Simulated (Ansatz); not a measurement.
**Geometry relaxation of WSi5 (part 1 of 4)**

System: WSi5 (interface cell, 48 atoms in the cell).
Method: DFT LDA, scalar-relativistic, plane waves, PAW, no spin polarisation (Ansatz 0.2.0).

The structure derives from a Materials Project entry. It belongs to a series of runs on one base structure; here: film shifted by (0, 0) in the plane.

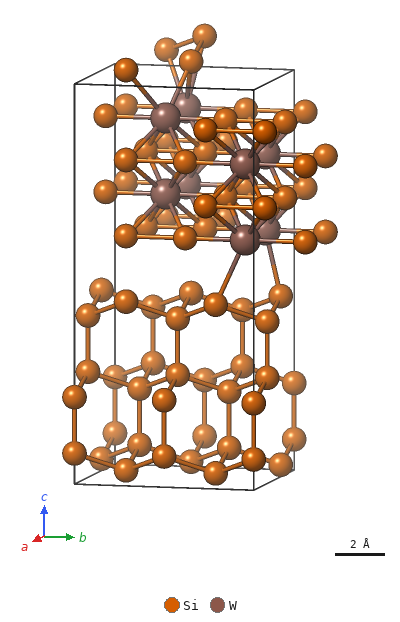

Fig. 1: The starting structure (ball-and-stick view of the cell of the calculation, seen slightly off an axis; bonded neighbours outside the cell are drawn too). An atom can appear more than once, as a periodic image.

## Input
```yaml
crystal:
  lattice:
    - [6.6160010973, 0.0, 0.0]
    - [0.0, 7.639500029, 0.0]
    - [0.0, 0.0, 16.6524460586]
  atoms:
    - { symbol: Si, position: [0.3333333333, 0.5, 0.030025619] }
    - { symbol: Si, position: [-0.1666666667, 0.75, 0.030025619] }
    - { symbol: Si, position: [0.3333333333, 0.0, 0.030025619] }
    - { symbol: Si, position: [-0.1666666667, 0.25, 0.030025619] }
    - { symbol: Si, position: [0.0, 0.5, 0.0768477617] }
    - { symbol: Si, position: [-0.5, 0.75, 0.0768477617] }
    - { symbol: Si, position: [0.0, 0.0, 0.0768477617] }
    - { symbol: Si, position: [-0.5, 0.25, 0.0768477617] }
    - { symbol: Si, position: [0.0, 0.5, 0.21731419] }
    - { symbol: Si, position: [-0.5, 0.75, 0.21731419] }
    - { symbol: Si, position: [0.0, 0.0, 0.21731419] }
    - { symbol: Si, position: [-0.5, 0.25, 0.21731419] }
    - { symbol: Si, position: [-0.3333333333, 0.5, 0.2641363328] }
    - { symbol: Si, position: [-0.8333333333, 0.75, 0.2641363328] }
    - { symbol: Si, position: [-0.3333333333, 0.0, 0.2641363328] }
    - { symbol: Si, position: [-0.8333333333, 0.25, 0.2641363328] }
    - { symbol: Si, position: [-0.3333333333, 0.5, 0.4046027611] }
    - { symbol: Si, position: [-0.8333333333, 0.75, 0.4046027611] }
    - { symbol: Si, position: [-0.3333333333, 0.0, 0.4046027611] }
    - { symbol: Si, position: [-0.8333333333, 0.25, 0.4046027611] }
    - { symbol: Si, position: [-0.6666666667, 0.5, 0.4514249038] }
    - { symbol: Si, position: [-1.1666666667, 0.75, 0.4514249038] }
    - { symbol: Si, position: [-0.6666666667, 0.0, 0.4514249038] }
    - { symbol: Si, position: [-1.1666666667, 0.25, 0.4514249038] }
    - { symbol: Si, position: [-1.1666666667, 0.25, 0.6153647833] }
    - { symbol: Si, position: [-0.6666666667, 0.25, 0.6153647833] }
    - { symbol: Si, position: [-1.1666461901, 0.5803726916, 0.6153667952] }
    - { symbol: Si, position: [-0.6666461901, 0.5803726916, 0.6153667952] }
    - { symbol: W, position: [-1.1666564284, -0.0848136542, 0.6153657892] }
    - { symbol: W, position: [-0.6666564284, -0.0848136542, 0.6153657892] }
    - { symbol: Si, position: [-1.4166891493, -0.2499967263, 0.7103474999] }
    - { symbol: Si, position: [-0.9166891493, -0.2499967263, 0.7103474999] }
    - { symbol: Si, position: [-1.4166686728, 0.0803759653, 0.7103495118] }
    - { symbol: Si, position: [-0.9166686728, 0.0803759653, 0.7103495118] }
    - { symbol: W, position: [-1.416678911, -0.5848103805, 0.7103485059] }
    - { symbol: W, position: [-0.916678911, -0.5848103805, 0.7103485059] }
    - { symbol: Si, position: [-1.666711632, -0.7499934526, 0.8053302166] }
    - { symbol: Si, position: [-1.166711632, -0.7499934526, 0.8053302166] }
    - { symbol: Si, position: [-1.6666911554, -0.419620761, 0.8053322284] }
    - { symbol: Si, position: [-1.1666911554, -0.419620761, 0.8053322284] }
    - { symbol: W, position: [-1.6667013937, -1.0848071068, 0.8053312225] }
    - { symbol: W, position: [-1.1667013937, -1.0848071068, 0.8053312225] }
    - { symbol: Si, position: [-1.9167341146, -1.249990179, 0.9003129332] }
    - { symbol: Si, position: [-1.4167341146, -1.249990179, 0.9003129332] }
    - { symbol: Si, position: [-1.9167136381, -0.9196174873, 0.9003149451] }
    - { symbol: Si, position: [-1.4167136381, -0.9196174873, 0.9003149451] }
    - { symbol: W, position: [-1.9167238763, -1.5848038331, 0.9003139391] }
    - { symbol: W, position: [-1.4167238763, -1.5848038331, 0.9003139391] }
basis:
  ecutwfc: 420
kpoints:
  mp_grid: { grid: [5, 5, 2] }
hamiltonian:
  xc: lda
scf:
  occupations: { method: gaussian, width: 0.1 }
output:
  forces: true
  stress: true
  eigenvalues: true
  populations: true
  write_density: true
  write_potential: true
  elf: true
  volumetric_format: npy
relax:
  adjacent_minimum: "off"
  f_tol: 0.02
  max_steps: 70
  cell: { fix: [a, b, gamma, alpha, beta], stress_tol: 0.15 }
```

Machine: 8 threads of Intel Xeon (Granite Rapids), 32 GiB of memory available, shared host.

Run as:
```bash
ansatz run input.yaml --threads 8 --pin off --max-ram 28672MiB --backend cpu --events-out ev --progress --plain --runs-dir out
```

## Output
```
Engine: ansatz 0.2.0, x86_64-unknown-linux-gnu
Pseudopotentials: kind: paw
Pseudopotential: Si, paw, valence charge 4, recommended cutoff 420 eV (normal), Si.paw.azcp
Pseudopotential: W, paw, valence charge 14, recommended cutoff 420 eV (normal), W.paw.azcp
Functional definition: SPW92
  exchange = slater_x
  correlation = pw_c
Crystal: 48 atoms, lattice volume = 841.664 Å³
Basis set: ecut = 420 eV, 16445 PW (Γ)
Bands: 184, of which v1, the nominal top of the filled ones, is band 136 counted from 1 (135 counted from 0)
Symmetry: 1 space group operations
Space group: P1 (ITA 1), of the structure as read, at distance tolerance 9.4e-5 Å
k-points: 26 of 50 (time reversal used)
Non-local potential: Si, projectors of the file, l = 0: 2, l = 1: 2, l = 2: 2
Non-local potential: W, projectors of the file, l = 0: 3, l = 1: 2, l = 2: 2, l = 3: 1
PAW form: soft (Blöchl's): semilocal exchange-correlation on the pseudo side does not see the compensation charge
PAW frozen core: Si, regenerated for the run's functional, and the local potential with it (the file was generated under x = pbe(κ = 0.804, μ = 0.2195149727645171), c = pbe(β = 0.06672455060314922))
PAW frozen core: W, regenerated for the run's functional, and the local potential with it (the file was generated under x = pbe(κ = 0.804, μ = 0.2195149727645171), c = pbe(β = 0.06672455060314922))
PAW one-centre angular grid: Si, 110 points (default); XC on 64 Gauss nodes
PAW one-centre angular grid: W, 590 points (default); XC on 64 Gauss nodes
Initial density: superposition of atomic densities (neutral atoms: chi_scale 0, normalization atom), corrected by the library's trained network
Initial wavefunctions: pseudopotential atomic-orbital guess
Functional: x = slater, c = lda
SCF iter   1: F=—  HF=-105379.333971 eV  |F-HF|=—  |Δ(HF+E_count)|=         —  Δρ=6.67e-3  dr2=1.33e0  ethr=1.77e-3  ⟨swp⟩=7.1  Hψ=22407  notcnv=0  defer=153
preconditioner: auto → Kerker (q_TF=auto, 2.260 Å⁻¹)  [metal: Δε(μ)=0.012 eV  Ē_g=7.127 eV  σ=0.100 eV  W_gap=0.07  n_scr=170 (ndim 8)  ℏωp=18.5 eV  f_vac=0.000  D(μ)=20.03/eV (n_scr^D=134)]
SCF iter   2: F=—  HF=-105379.260465 eV  |F-HF|=—  |Δ(HF+E_count)|=   7.35e-2  Δρ=3.68e-3  dr2=5.50e-1  ethr=4.90e-4  ⟨swp⟩=1.0  Hψ=5512  notcnv=0  defer=166
SCF iter   3: F=—  HF=-105379.217171 eV  |F-HF|=—  |Δ(HF+E_count)|=   4.33e-2  Δρ=7.09e-4  dr2=1.10e-1  ethr=2.02e-4  ⟨swp⟩=1.0  Hψ=3806  notcnv=0  defer=166
SCF iter   4: F=—  HF=-105379.210397 eV  |F-HF|=—  |Δ(HF+E_count)|=   6.77e-3  Δρ=4.00e-4  dr2=2.49e-2  ethr=4.06e-5  ⟨swp⟩=1.5  Hψ=3825  notcnv=0  defer=166
SCF iter   5: F=—  HF=-105379.208627 eV  |F-HF|=—  |Δ(HF+E_count)|=   1.77e-3  Δρ=1.38e-4  dr2=1.51e-3  ethr=9.14e-6  ⟨swp⟩=2.0  Hψ=4107  notcnv=0  defer=166
SCF iter   6: F=—  HF=-105379.208533 eV  |F-HF|=—  |Δ(HF+E_count)|=   9.35e-5  Δρ=3.54e-5  dr2=7.48e-5  ethr=5.54e-7  ⟨swp⟩=2.0  Hψ=4372  notcnv=0  defer=166
SCF iter   7: F=—  HF=-105379.208656 eV  |F-HF|=—  |Δ(HF+E_count)|=   1.23e-4  Δρ=1.04e-5  dr2=9.81e-6  ethr=2.75e-8  ⟨swp⟩=1.9  Hψ=5584  notcnv=0  defer=182
SCF iter   8: F=—  HF=-105379.208655 eV  |F-HF|=—  |Δ(HF+E_count)|=   6.46e-7  Δρ=3.12e-6  dr2=8.82e-7  ethr=3.61e-9  ⟨swp⟩=2.0  Hψ=5090  notcnv=0  defer=182
SCF iter   9: F=—  HF=-105379.208655 eV  |F-HF|=—  |Δ(HF+E_count)|=   6.24e-8  Δρ=1.13e-6  dr2=1.41e-7  ethr=3.24e-10  ⟨swp⟩=2.0  Hψ=5555  notcnv=0  defer=182
SCF iter  10: F=-105379.208655 eV  HF=-105379.208655 eV  |F-HF|=1.61e-8  |Δ(HF+E_count)|=   1.33e-8  Δρ=4.05e-7  dr2=1.76e-8  ethr=3.68e-11  ⟨swp⟩=19.4  Hψ=37917  notcnv=0
SCF 1 converged in 10 iterations: F = -105379.208655 eV  dr2 = 1.76e-8
  greatest PAW one-centre occupation: 1.000 electrons in one spin orbital (limit 2), on the W atom at site 29 (counted from 0), in its partial waves of l = 0
relax step   1: F+E_penalty+E_count = -105379.20865519 eV  Δ(F+E_penalty+E_count) = +0.000e0 eV  max|allowed force component| = 1.485e0 eV/Å  Δτ_max = 0.0000 Å  P = -5.077 GPa  Ω = 841.664 Å³  fix = [a, b, alpha, beta, gamma]  reactions: a -7.309, b -0.870 GPa; alpha -0.586, beta +0.056, gamma -0.053 GPa/rad  (10 SCF iters, dr2 threshold 1.00e-7 eV, accepted)
Crystal: 48 atoms, lattice volume = 808.559 Å³
Basis set: ecut = 420 eV, 15767 PW (Γ)
Initial density: handed on by an earlier stage of this run
Initial wavefunctions: those handed on with the density
iter 1 solved again at ethr=1.87e-3 eV; its pass at ethr=3.10e-3 eV (dr2=5.10e0 eV) is discarded
SCF iter   1: F=—  HF=-105382.266644 eV  |F-HF|=—  |Δ(HF+E_count)|=         —  Δρ=1.10e-2  dr2=5.14e0  ethr=1.87e-3  ⟨swp⟩=6.0  Hψ=25459  notcnv=0  defer=7
preconditioner: auto → Kerker (q_TF=auto, 2.275 Å⁻¹)  [metal: Δε(μ)=0.008 eV  Ē_g=7.338 eV  σ=0.100 eV  W_gap=0.05  n_scr=170 (ndim 8)  ℏωp=18.8 eV  f_vac=0.000  D(μ)=18.53/eV (n_scr^D=114)]
SCF iter   2: F=—  HF=-105381.973515 eV  |F-HF|=—  |Δ(HF+E_count)|=   2.93e-1  Δρ=5.81e-3  dr2=1.64e0  ethr=1.87e-3  ⟨swp⟩=1.0  Hψ=5176  notcnv=0  defer=4
SCF iter   3: F=—  HF=-105381.842138 eV  |F-HF|=—  |Δ(HF+E_count)|=   1.31e-1  Δρ=8.44e-4  dr2=1.49e-1  ethr=6.05e-4  ⟨swp⟩=2.2  Hψ=4429  notcnv=0  defer=34
SCF iter   4: F=—  HF=-105381.836386 eV  |F-HF|=—  |Δ(HF+E_count)|=   5.75e-3  Δρ=3.77e-4  dr2=3.22e-2  ethr=5.49e-5  ⟨swp⟩=1.1  Hψ=4301  notcnv=0  defer=36
SCF iter   5: F=—  HF=-105381.834266 eV  |F-HF|=—  |Δ(HF+E_count)|=   2.12e-3  Δρ=1.38e-4  dr2=1.44e-3  ethr=1.18e-5  ⟨swp⟩=1.8  Hψ=4360  notcnv=0  defer=39
SCF iter   6: F=—  HF=-105381.834280 eV  |F-HF|=—  |Δ(HF+E_count)|=   1.35e-5  Δρ=4.71e-5  dr2=9.34e-5  ethr=5.30e-7  ⟨swp⟩=1.8  Hψ=4754  notcnv=0  defer=518
SCF iter   7: F=—  HF=-105381.834270 eV  |F-HF|=—  |Δ(HF+E_count)|=   9.31e-6  Δρ=1.47e-5  dr2=8.36e-6  ethr=3.43e-8  ⟨swp⟩=2.1  Hψ=5832  notcnv=0  defer=518
SCF iter   8: F=-105381.834268 eV  HF=-105381.834269 eV  |F-HF|=9.11e-7  |Δ(HF+E_count)|=   1.50e-6  Δρ=5.11e-6  dr2=1.12e-6  ethr=1.76e-9  ⟨swp⟩=23.6  Hψ=49149  notcnv=0
SCF 2 converged in 8 iterations: F = -105381.834268 eV  dr2 = 1.12e-6
[... from here on the iterations of each SCF are left out, up to the last one ...]
relax step   2: F+E_penalty+E_count = -105381.83426778 eV  Δ(F+E_penalty+E_count) = -2.626e0 eV  max|allowed force component| = 8.605e-1 eV/Å  Δτ_max = 0.1948 Å  P = -1.332 GPa  Ω = 808.559 Å³  energy of the carried Pulay correction = +9.219e-3 eV  fix = [a, b, alpha, beta, gamma]  reactions: a -4.889, b +1.455 GPa; alpha -1.125, beta +0.029, gamma -0.120 GPa/rad  (8 SCF iters, dr2 threshold 4.80e-6 eV, accepted)
[... from here on the SCF iterations and repeated set-up lines of each step are left out, up to the last step ...]
SCF 3 converged in 8 iterations: F = -105382.440730 eV  dr2 = 1.09e-6
relax step   3: F+E_penalty+E_count = -105382.44073018 eV  Δ(F+E_penalty+E_count) = -6.065e-1 eV  max|allowed force component| = 9.669e-1 eV/Å  Δτ_max = 0.1949 Å  P = -0.374 GPa  Ω = 800.683 Å³  energy of the carried Pulay correction = +1.147e-2 eV  fix = [a, b, alpha, beta, gamma]  reactions: a -4.245, b +2.178 GPa; alpha -1.780, beta +0.029, gamma -0.205 GPa/rad  (8 SCF iters, dr2 threshold 4.80e-6 eV, accepted)
SCF 4 converged in 7 iterations: F = -105382.770554 eV  dr2 = 3.88e-6
relax step   4: F+E_penalty+E_count = -105382.77055383 eV  Δ(F+E_penalty+E_count) = -3.298e-1 eV  max|allowed force component| = 4.805e-1 eV/Å  Δτ_max = 0.2000 Å  P = -0.661 GPa  Ω = 801.659 Å³  energy of the carried Pulay correction = +1.119e-2 eV  fix = [a, b, alpha, beta, gamma]  reactions: a -3.929, b +1.909 GPa; alpha -2.042, beta +0.023, gamma -0.259 GPa/rad  (7 SCF iters, dr2 threshold 4.80e-6 eV, accepted)
SCF 5 converged in 7 iterations: F = -105382.916963 eV  dr2 = 3.25e-6
relax step   5: F+E_penalty+E_count = -105382.91696322 eV  Δ(F+E_penalty+E_count) = -1.464e-1 eV  max|allowed force component| = 4.218e-1 eV/Å  Δτ_max = 0.1822 Å  P = -0.626 GPa  Ω = 798.430 Å³  energy of the carried Pulay correction = +1.211e-2 eV  fix = [a, b, alpha, beta, gamma]  reactions: a -3.382, b +1.934 GPa; alpha -1.891, beta +0.174, gamma -0.325 GPa/rad  (7 SCF iters, dr2 threshold 4.80e-6 eV, accepted)
SCF 6 converged in 7 iterations: F = -105383.092753 eV  dr2 = 9.34e-7
relax step   6: F+E_penalty+E_count = -105383.09275326 eV  Δ(F+E_penalty+E_count) = -1.758e-1 eV  max|allowed force component| = 2.933e-1 eV/Å  Δτ_max = 0.2000 Å  P = -0.188 GPa  Ω = 794.620 Å³  energy of the carried Pulay correction = +1.321e-2 eV  fix = [a, b, alpha, beta, gamma]  reactions: a -2.633, b +2.193 GPa; alpha -1.666, beta +0.370, gamma -0.285 GPa/rad  (7 SCF iters, dr2 threshold 4.80e-6 eV, accepted)
SCF 7 converged in 6 iterations: F = -105383.190111 eV  dr2 = 8.33e-7
relax step   7: F+E_penalty+E_count = -105383.19011114 eV  Δ(F+E_penalty+E_count) = -9.736e-2 eV  max|allowed force component| = 3.611e-1 eV/Å  Δτ_max = 0.1959 Å  P = -0.003 GPa  Ω = 792.428 Å³  energy of the carried Pulay correction = +1.385e-2 eV  fix = [a, b, alpha, beta, gamma]  reactions: a -2.232, b +2.201 GPa; alpha -1.576, beta +0.475, gamma -0.253 GPa/rad  (6 SCF iters, dr2 threshold 4.80e-6 eV, accepted)
SCF 8 converged in 7 iterations: F = -105383.179560 eV  dr2 = 1.38e-6
relax step   8: F+E_penalty+E_count = -105383.17956046 eV  Δ(F+E_penalty+E_count) = +1.055e-2 eV  max|allowed force component| = 3.463e-1 eV/Å  Δτ_max = 0.2000 Å  P = -0.082 GPa  Ω = 791.724 Å³  energy of the carried Pulay correction = +1.405e-2 eV  fix = [a, b, alpha, beta, gamma]  (7 SCF iters, dr2 threshold 4.80e-6 eV, rejected (line search))
SCF 9 converged in 9 iterations: F = -105383.241716 eV  dr2 = 2.25e-9
relax step   9: F+E_penalty+E_count = -105383.24171604 eV  Δ(F+E_penalty+E_count) = -5.160e-2 eV  max|allowed force component| = 8.966e-2 eV/Å  Δτ_max = 0.0966 Å  P = -0.002 GPa  Ω = 791.375 Å³  energy of the carried Pulay correction = +1.415e-2 eV  fix = [a, b, alpha, beta, gamma]  reactions: a -2.115, b +2.157 GPa; alpha -1.621, beta +0.390, gamma -0.230 GPa/rad  (9 SCF iters, accepted)
SCF 10 converged in 7 iterations: F = -105383.263774 eV  dr2 = 1.77e-7
relax step  10: F+E_penalty+E_count = -105383.26377430 eV  Δ(F+E_penalty+E_count) = -2.206e-2 eV  max|allowed force component| = 1.774e-1 eV/Å  Δτ_max = 0.1000 Å  P = -0.017 GPa  Ω = 790.485 Å³  energy of the carried Pulay correction = +1.441e-2 eV  fix = [a, b, alpha, beta, gamma]  reactions: a -2.146, b +2.139 GPa; alpha -1.679, beta +0.256, gamma -0.199 GPa/rad  (7 SCF iters, dr2 threshold 5.02e-7 eV, accepted)
SCF 11 converged in 7 iterations: F = -105383.311999 eV  dr2 = 2.68e-7
relax step  11: F+E_penalty+E_count = -105383.31199943 eV  Δ(F+E_penalty+E_count) = -4.823e-2 eV  max|allowed force component| = 3.180e-1 eV/Å  Δτ_max = 0.1469 Å  P = -0.097 GPa  Ω = 789.162 Å³  energy of the carried Pulay correction = +1.479e-2 eV  fix = [a, b, alpha, beta, gamma]  reactions: a -2.387, b +2.114 GPa; alpha -1.678, beta +0.028, gamma -0.146 GPa/rad  (7 SCF iters, dr2 threshold 1.97e-6 eV, accepted)
SCF 12 converged in 6 iterations: F = -105383.385723 eV  dr2 = 2.52e-6
relax step  12: F+E_penalty+E_count = -105383.38572337 eV  Δ(F+E_penalty+E_count) = -7.372e-2 eV  max|allowed force component| = 4.074e-1 eV/Å  Δτ_max = 0.1957 Å  P = -0.244 GPa  Ω = 788.110 Å³  energy of the carried Pulay correction = +1.510e-2 eV  fix = [a, b, alpha, beta, gamma]  reactions: a -2.800, b +2.019 GPa; alpha -1.648, beta -0.177, gamma -0.071 GPa/rad  (6 SCF iters, dr2 threshold 4.80e-6 eV, accepted)
SCF 13 converged in 7 iterations: F = -105383.474409 eV  dr2 = 1.13e-6
relax step  13: F+E_penalty+E_count = -105383.47440853 eV  Δ(F+E_penalty+E_count) = -8.869e-2 eV  max|allowed force component| = 7.951e-1 eV/Å  Δτ_max = 0.1965 Å  P = -0.565 GPa  Ω = 788.428 Å³  energy of the carried Pulay correction = +1.501e-2 eV  fix = [a, b, alpha, beta, gamma]  reactions: a -3.309, b +1.544 GPa; alpha -1.562, beta -0.210, gamma -0.008 GPa/rad  (7 SCF iters, dr2 threshold 4.80e-6 eV, accepted)
SCF 14 converged in 7 iterations: F = -105383.643893 eV  dr2 = 1.20e-6
relax step  14: F+E_penalty+E_count = -105383.64389299 eV  Δ(F+E_penalty+E_count) = -1.695e-1 eV  max|allowed force component| = 6.331e-1 eV/Å  Δτ_max = 0.1926 Å  P = -1.058 GPa  Ω = 790.320 Å³  energy of the carried Pulay correction = +1.446e-2 eV  fix = [a, b, alpha, beta, gamma]  reactions: a -3.891, b +1.007 GPa; alpha -1.466, beta -0.239, gamma +0.029 GPa/rad  (7 SCF iters, dr2 threshold 4.80e-6 eV, accepted)
SCF 15 converged in 6 iterations: F = -105383.843558 eV  dr2 = 3.88e-6
relax step  15: F+E_penalty+E_count = -105383.84355762 eV  Δ(F+E_penalty+E_count) = -1.997e-1 eV  max|allowed force component| = 3.523e-1 eV/Å  Δτ_max = 0.2000 Å  P = -1.017 GPa  Ω = 790.237 Å³  energy of the carried Pulay correction = +1.448e-2 eV  fix = [a, b, alpha, beta, gamma]  reactions: a -3.629, b +0.735 GPa; alpha -1.317, beta +0.410, gamma +0.046 GPa/rad  (6 SCF iters, dr2 threshold 4.80e-6 eV, accepted)
SCF 16 converged in 7 iterations: F = -105384.034248 eV  dr2 = 1.06e-6
relax step  16: F+E_penalty+E_count = -105384.03424830 eV  Δ(F+E_penalty+E_count) = -1.907e-1 eV  max|allowed force component| = 5.750e-1 eV/Å  Δτ_max = 0.1936 Å  P = -0.740 GPa  Ω = 790.052 Å³  energy of the carried Pulay correction = +1.454e-2 eV  fix = [a, b, alpha, beta, gamma]  reactions: a -3.252, b +0.872 GPa; alpha -0.981, beta +1.006, gamma +0.039 GPa/rad  (7 SCF iters, dr2 threshold 4.80e-6 eV, accepted)
SCF 17 converged in 7 iterations: F = -105384.366034 eV  dr2 = 6.84e-7
relax step  17: F+E_penalty+E_count = -105384.36603427 eV  Δ(F+E_penalty+E_count) = -3.318e-1 eV  max|allowed force component| = 1.013e0 eV/Å  Δτ_max = 0.1913 Å  P = -0.893 GPa  Ω = 791.587 Å³  energy of the carried Pulay correction = +1.409e-2 eV  fix = [a, b, alpha, beta, gamma]  reactions: a -3.195, b +0.544 GPa; alpha -0.463, beta +1.754, gamma -0.000 GPa/rad  (7 SCF iters, dr2 threshold 4.80e-6 eV, accepted)
SCF 18 converged in 6 iterations: F = -105384.717054 eV  dr2 = 3.63e-6
relax step  18: F+E_penalty+E_count = -105384.71705360 eV  Δ(F+E_penalty+E_count) = -3.510e-1 eV  max|allowed force component| = 8.940e-1 eV/Å  Δτ_max = 0.1948 Å  P = -0.868 GPa  Ω = 791.973 Å³  energy of the carried Pulay correction = +1.398e-2 eV  fix = [a, b, alpha, beta, gamma]  reactions: a -3.093, b +0.566 GPa; alpha -0.188, beta +2.124, gamma -0.011 GPa/rad  (6 SCF iters, dr2 threshold 4.80e-6 eV, accepted)
SCF 19 converged in 7 iterations: F = -105385.011116 eV  dr2 = 3.62e-7
relax step  19: F+E_penalty+E_count = -105385.01111591 eV  Δ(F+E_penalty+E_count) = -2.941e-1 eV  max|allowed force component| = 4.923e-1 eV/Å  Δτ_max = 0.2000 Å  P = -0.831 GPa  Ω = 792.087 Å³  energy of the carried Pulay correction = +1.395e-2 eV  fix = [a, b, alpha, beta, gamma]  reactions: a -2.910, b +0.514 GPa; alpha -0.072, beta +2.404, gamma -0.038 GPa/rad  (7 SCF iters, dr2 threshold 4.80e-6 eV, accepted)
SCF 20 converged in 6 iterations: F = -105385.178242 eV  dr2 = 4.34e-6
relax step  20: F+E_penalty+E_count = -105385.17824180 eV  Δ(F+E_penalty+E_count) = -1.671e-1 eV  max|allowed force component| = 8.155e-2 eV/Å  Δτ_max = 0.2000 Å  P = -0.790 GPa  Ω = 791.983 Å³  energy of the carried Pulay correction = +1.398e-2 eV  fix = [a, b, alpha, beta, gamma]  reactions: a -2.808, b +0.457 GPa; alpha -0.032, beta +2.541, gamma -0.001 GPa/rad  (6 SCF iters, dr2 threshold 4.80e-6 eV, accepted)
SCF 21 converged in 6 iterations: F = -105385.189507 eV  dr2 = 1.21e-7
relax step  21: F+E_penalty+E_count = -105385.18950739 eV  Δ(F+E_penalty+E_count) = -1.127e-2 eV  max|allowed force component| = 2.574e-2 eV/Å  Δτ_max = 0.0570 Å  P = -0.767 GPa  Ω = 792.008 Å³  energy of the carried Pulay correction = +1.397e-2 eV  fix = [a, b, alpha, beta, gamma]  reactions: a -2.794, b +0.460 GPa; alpha -0.003, beta +2.554, gamma +0.001 GPa/rad  (6 SCF iters, dr2 threshold 4.16e-7 eV, accepted)
SCF 22 converged in 6 iterations: F = -105385.190019 eV  dr2 = 3.19e-8
relax step  22: F+E_penalty+E_count = -105385.19001884 eV  Δ(F+E_penalty+E_count) = -5.115e-4 eV  max|allowed force component| = 3.050e-2 eV/Å  Δτ_max = 0.0088 Å  P = -0.784 GPa  Ω = 792.082 Å³  energy of the carried Pulay correction = +1.395e-2 eV  fix = [a, b, alpha, beta, gamma]  reactions: a -2.820, b +0.463 GPa; alpha +0.002, beta +2.552, gamma -0.003 GPa/rad  (6 SCF iters, dr2 threshold 4.14e-8 eV, accepted)
SCF 23 converged in 6 iterations: F = -105385.190178 eV  dr2 = 6.04e-9
```
